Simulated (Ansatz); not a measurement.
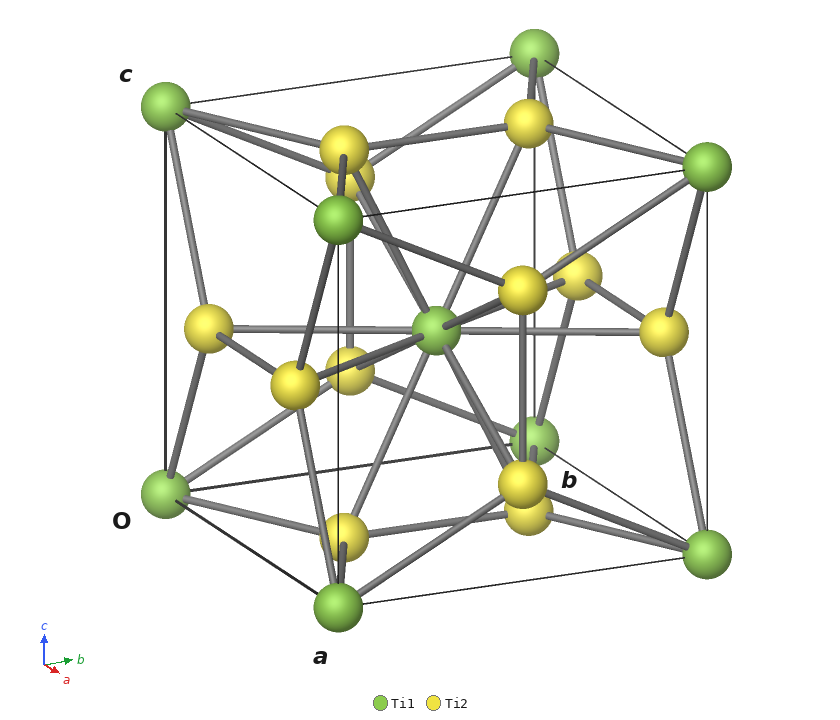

Crystal: Ti, coordinates from a relaxation with Ansatz, DFT, PBEsol, plane waves (420 eV) with PAW, scalar-relativistic; the starting structure was generated, so it need not be a known form of this composition. One unit cell; atoms that symmetry makes equivalent share a colour (atoms on faces, edges and corners are repeated). Geometry calculated from the standardised cell; symmetry tolerance 0.002 Å.

a = 5.117 Å, b = 5.117 Å, c = 5.117 Å, α = 90.00°, β = 90.00°, γ = 90.00°; space group Pm-3n, No. 223.

One atom of each site: Ti1 (0, 0, 0); Ti2 (1/4, 0, 1/2).

Give the multiplicity, Wyckoff letter and site symmetry of each site.

Answer.
| site | Wyckoff | symmetry |
| --- | --- | --- |
| Ti1 | 2a | m-3. |
| Ti2 | 6c | -4m.2 |

How many free positional parameters does the structure have?

Answer. 0: Ti1 0, Ti2 0.
